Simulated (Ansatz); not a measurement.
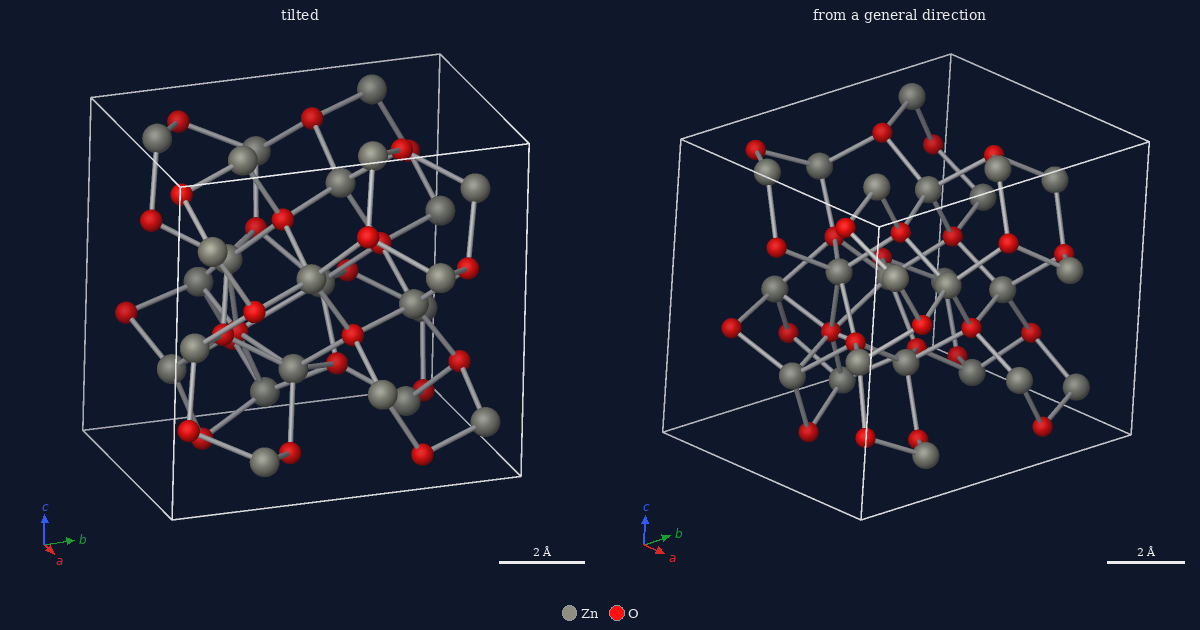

Crystal structure, ball-and-stick style, seen slightly off an axis and from a general direction. The parallelepiped is the supercell. The host is ZnO, in a cell of 48 sites, and the cell carries a charge of -2.

### Which defect is modelled here, and what are its neighbours?

An interstitial oxygen atom. It is bonded to six Zn in a distorted octahedral arrangement at about 2.0 to 2.3 Å.

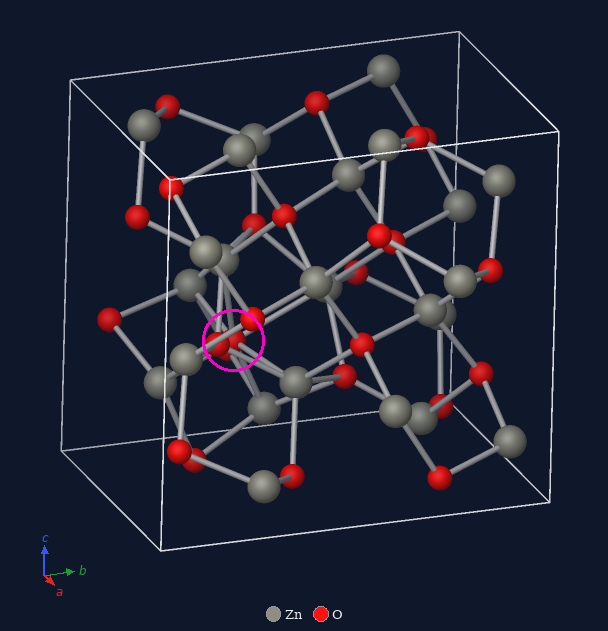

The same cell with a ring at the defect's site.

The atoms were relaxed in the host's cell with DFT PBE, scalar-relativistic, plane waves, PAW (Ansatz 0.2.0).
